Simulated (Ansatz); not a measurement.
# HfSi$_{2}$: single-point calculation (part 2 of 2)

HfSi$_{2}$ (slab, 18 atoms in the cell); DFT PBEsol, scalar-relativistic, plane waves, PAW, no spin polarisation (Ansatz 0.2.0); cutoff 420 eV, 10×5×1 k-mesh, Gaussian smearing of 0.1 eV. It belongs to a series of runs on one base structure; here: (0 0 1) slab cut from the bulk.

Geometry of the input (Å; fractional positions):
```
3.6503  0.0000  0.0000
-1.8251  7.1717  0.0000
0.0000  0.0000  24.0892
Hf 0.3953  0.7906  0.3113
Si 0.0552  0.1104  0.3113
Si 0.7502  0.5004  0.3113
Hf 0.6047  0.2094  0.3868
Si 0.9448  0.8896  0.3868
Si 0.2498  0.4996  0.3868
Hf 0.3953  0.7906  0.4623
Si 0.0552  0.1104  0.4623
Si 0.7502  0.5004  0.4623
Hf 0.6047  0.2094  0.5377
Si 0.9448  0.8896  0.5377
Si 0.2498  0.4996  0.5377
Hf 0.3953  0.7906  0.6132
Si 0.0552  0.1104  0.6132
Si 0.7502  0.5004  0.6132
Hf 0.6047  0.2094  0.6887
Si 0.9448  0.8896  0.6887
Si 0.2498  0.4996  0.6887
```

What the program printed, continued:
```
  k-point 0: bands = ["-57.5112", "-57.5112", "-56.7748", "-56.7720", "-56.6659", "-56.6658", "-26.3866", "-26.3865", "-26.0734", "-26.0734", "-26.0465", "-26.0465", "-25.6073", "-25.5726", "-25.5442", "-25.5223", "-25.5121", "-25.4994", "-25.4468", "-25.4382", "-25.4001", "-25.3985", "-25.3863", "-25.3858", "-7.5710", "-7.5664", "-7.5487", "-7.5487", "-7.5438", "-7.5438", "-7.5082", "-7.5082", "-7.4978", "-7.4978", "-7.4673", "-7.4326", "-7.4262", "-7.4226", "-7.4226", "-6.8048", "-6.8024", "-6.7938", "-6.7922", "-6.7871", "-6.7848", "-6.7793", "-6.7777", "-6.7752", "-6.7747", "-6.7744", "-6.7718", "-6.7710", "-6.7674", "-6.7005", "-6.6898", "-6.6766", "-6.6753", "-6.6753", "-6.6744", "-6.6696", "-6.6694", "-6.6672", "-6.6664", "-6.6651", "-6.6649", "-6.6513", "-6.6513", "-6.4774", "-5.3845", "-5.1351", "-4.6189", "-3.5035", "-3.4649", "-3.2251", "-2.3433", "-2.0764", "-1.3550", "-0.7399", "-0.2589", "0.4335", "0.8546", "1.6902", "2.1841", "2.2676", "2.3878", "2.5147", "2.5659", "2.5663", "2.6346", "2.8123", "2.9126", "3.0490", "3.0942", "3.4021", "3.4665", "3.5210", "3.7541", "3.8875", "4.0039", "4.6840", "4.9549", "5.0409", "5.3812", "5.5250", "5.7595", "5.8204", "5.8661", "6.1957", "6.2949", "6.4363", "6.5288", "6.5620", "6.6989", "7.0885", "7.0887", "7.1941", "7.3636", "7.5513", "7.7173", "7.7529", "7.8112", "7.8982", "7.9190"]
  k-point 1: bands = ["-57.5112", "-57.5112", "-56.7748", "-56.7720", "-56.6659", "-56.6658", "-26.3866", "-26.3865", "-26.0733", "-26.0733", "-26.0465", "-26.0465", "-25.6058", "-25.5739", "-25.5437", "-25.5225", "-25.5119", "-25.4989", "-25.4472", "-25.4394", "-25.3999", "-25.3985", "-25.3863", "-25.3858", "-7.5676", "-7.5661", "-7.5487", "-7.5487", "-7.5438", "-7.5438", "-7.5084", "-7.5082", "-7.4978", "-7.4978", "-7.4346", "-7.4325", "-7.4226", "-7.4226", "-7.3403", "-6.8038", "-6.8017", "-6.7941", "-6.7922", "-6.7875", "-6.7842", "-6.7788", "-6.7768", "-6.7752", "-6.7747", "-6.7746", "-6.7712", "-6.7711", "-6.7676", "-6.6972", "-6.6900", "-6.6760", "-6.6753", "-6.6753", "-6.6744", "-6.6695", "-6.6693", "-6.6674", "-6.6665", "-6.6651", "-6.6649", "-6.6513", "-6.6513", "-6.3713", "-5.7550", "-5.0458", "-4.9316", "-3.7833", "-3.3472", "-2.7732", "-2.2874", "-2.0140", "-1.1922", "-0.4617", "-0.2727", "0.5402", "1.0271", "1.1672", "2.0012", "2.1888", "2.2052", "2.3678", "2.5793", "2.6405", "2.7367", "2.7620", "2.8757", "2.9711", "3.1198", "3.3549", "3.4841", "3.5825", "3.6667", "3.7665", "4.2575", "4.5887", "4.8964", "4.9822", "5.2289", "5.5165", "5.6331", "5.8534", "5.8717", "6.0819", "6.3459", "6.4090", "6.5497", "6.7022", "6.9777", "7.0602", "7.2605", "7.2797", "7.3627", "7.3953", "7.4590", "7.5845", "7.8662", "8.0005", "8.0501"]
  k-point 2: bands = ["-57.5112", "-57.5112", "-56.7748", "-56.7721", "-56.6659", "-56.6659", "-26.3867", "-26.3866", "-26.0731", "-26.0731", "-26.0465", "-26.0465", "-25.6034", "-25.5761", "-25.5426", "-25.5228", "-25.5117", "-25.4986", "-25.4477", "-25.4412", "-25.3995", "-25.3986", "-25.3863", "-25.3858", "-7.5660", "-7.5658", "-7.5487", "-7.5487", "-7.5439", "-7.5439", "-7.5084", "-7.5083", "-7.4978", "-7.4978", "-7.4328", "-7.4325", "-7.4226", "-7.4226", "-7.0026", "-6.8025", "-6.7980", "-6.7941", "-6.7917", "-6.7879", "-6.7834", "-6.7771", "-6.7760", "-6.7752", "-6.7751", "-6.7745", "-6.7711", "-6.7703", "-6.7681", "-6.6948", "-6.6923", "-6.6753", "-6.6753", "-6.6753", "-6.6744", "-6.6695", "-6.6691", "-6.6677", "-6.6665", "-6.6651", "-6.6649", "-6.6513", "-6.6513", "-6.3856", "-6.0559", "-5.5141", "-4.7683", "-4.2603", "-3.1127", "-2.6752", "-1.9622", "-1.5838", "-1.1050", "-0.1277", "0.1043", "0.4914", "0.8065", "1.0959", "1.5772", "1.6684", "2.1068", "2.1250", "2.5061", "2.7019", "2.7088", "2.7902", "2.7945", "2.8821", "3.1954", "3.2128", "3.3846", "3.7451", "4.0284", "4.0704", "4.0957", "4.4445", "4.7348", "4.8696", "5.0998", "5.1939", "5.7422", "5.8907", "5.9748", "6.0540", "6.2684", "6.3164", "6.5022", "6.6546", "6.8159", "6.8373", "7.1875", "7.2385", "7.3295", "7.5631", "7.7946", "7.9936", "8.0113", "8.1917", "8.3000"]
  k-point 25: bands = ["-57.5084", "-57.5084", "-56.7716", "-56.7689", "-56.6627", "-56.6627", "-26.3745", "-26.3745", "-26.1602", "-26.1602", "-26.0591", "-26.0591", "-25.6617", "-25.6445", "-25.5842", "-25.5545", "-25.5259", "-25.5209", "-25.5197", "-25.4841", "-25.4319", "-25.4248", "-25.3840", "-25.3829", "-7.5580", "-7.5580", "-7.5578", "-7.5578", "-7.5414", "-7.5414", "-7.5033", "-7.5033", "-7.5020", "-7.5020", "-7.4333", "-7.4333", "-7.4200", "-7.4200", "-6.8054", "-6.7992", "-6.7881", "-6.7867", "-6.7851", "-6.7834", "-6.7817", "-6.7803", "-6.7791", "-6.7755", "-6.7754", "-6.7714", "-6.7678", "-6.7674", "-6.6893", "-6.6885", "-6.6764", "-6.6744", "-6.6743", "-6.6740", "-6.6691", "-6.6687", "-6.6666", "-6.6663", "-6.6623", "-6.6621", "-6.6526", "-6.6526", "-5.3681", "-4.6839", "-4.2476", "-4.0934", "-3.7996", "-3.3849", "-3.3237", "-2.7136", "-2.3288", "-2.1069", "-1.2368", "-1.0730", "-0.2940", "-0.2223", "-0.1930", "-0.1489", "0.7703", "0.8617", "1.2459", "1.3251", "1.6044", "1.6711", "1.8992", "2.0488", "2.3032", "2.3716", "2.4901", "2.7046", "2.9035", "2.9752", "3.1799", "3.3482", "3.4321", "3.6689", "3.8534", "4.2043", "4.6545", "5.2601", "5.6524", "5.9245", "6.2275", "6.3482", "6.5461", "6.8355", "7.1035", "7.1687", "7.2470", "7.5858", "7.7210", "7.8046", "7.9795", "8.1262", "8.3297", "8.4077", "8.4337", "8.5215", "8.6520"]
```

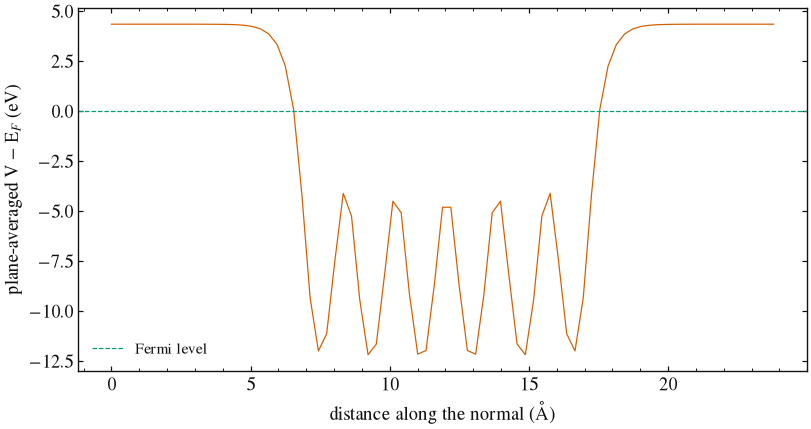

**Figure 1.** Plane average of the electrostatic potential energy of an electron across the cell, from the Fermi level. The vacuum level lies 4.34 eV above the Fermi level.

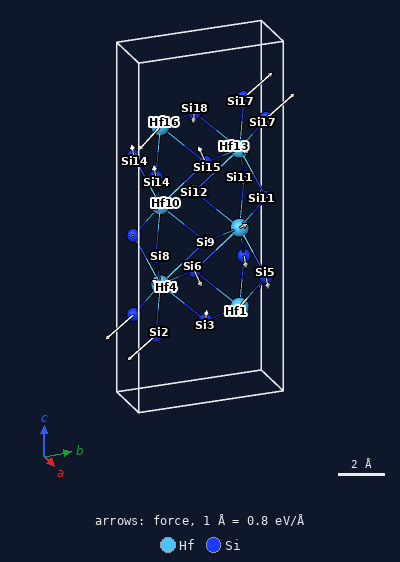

**Figure 2.** Forces on the atoms as white arrows (ball-and-stick view of the cell of the calculation, with the vacuum cut short, seen slightly off an axis; atoms are numbered from 1 in the order of the input); the smallest are left out. The largest act on Si2, Si17 (1.41 eV/Å); Hf1, Hf16 (1.19 eV/Å); Si6, Si15 (0.73 eV/Å); Si5, Si14 (0.52 eV/Å), among others. The geometry is not a stationary point of this energy.

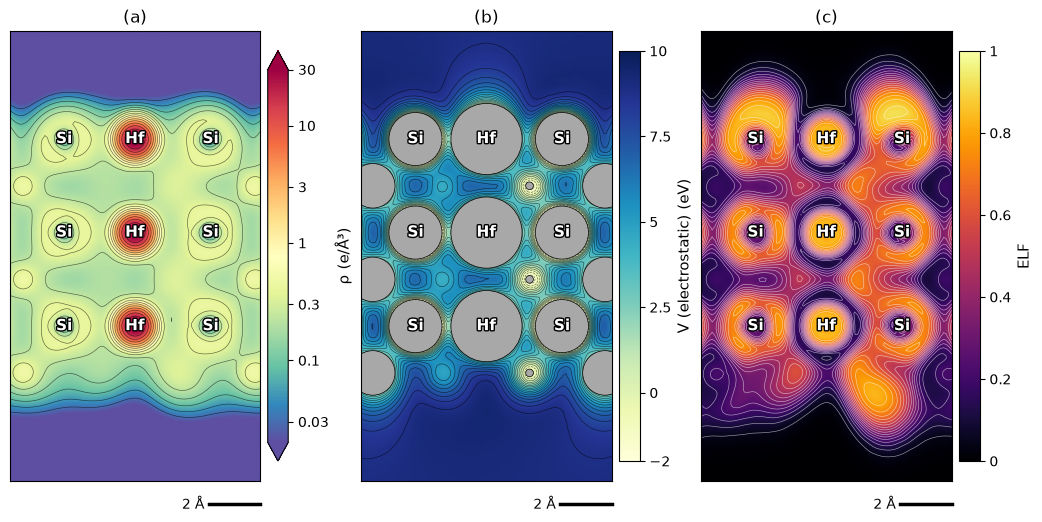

**Figure 3.** (a) valence charge density (pseudo); (b) electrostatic potential energy of an electron; (c) ELF on the (110) plane of the calculation cell, a cut from vacuum to vacuum. Grey discs, where drawn, cover atomic cores. Atoms in the plane: Hf and Si. Hf–Si (2.77 Å): ρ is about 0.3 e/Å³ halfway; the ELF is about 0.35 at the midpoint (a polar contact without a shared pair, in a metal). Hf–Si (2.93 Å): ρ at the midpoint is about 0.23 e/Å³; the ELF is about 0.25 at the midpoint (a polar contact without a shared pair, in a metal). The density dies away to nearly zero in the vacuum. The strong features right at Hf lie inside the PAW spheres (semicore, d or f shells) and say nothing about bonding. In a PAW calculation such maps are meaningful between the atoms, not at the nuclei.

Summary:

```tsv
quantity	value
outcome	converged
electrons treated	204
free energy	−101051.8952 eV
work function, top face	4.34 eV
work function, bottom face	4.34 eV
Fermi energy	4.691 eV
gap on the k-point mesh	none (metallic)
work function (upper face)	4.34 eV
largest force (length of the vector)	1.407 eV/Å
wall time	63 s (CPU time 4 min)
peak memory	2.6 GiB
```

Notes:

Warnings of the run: the k-point mesh lowers the symmetry that the run can use; the exchange-correlation potential is rough where the density is thin. Spin–orbit coupling is left out, which matters for Hf.
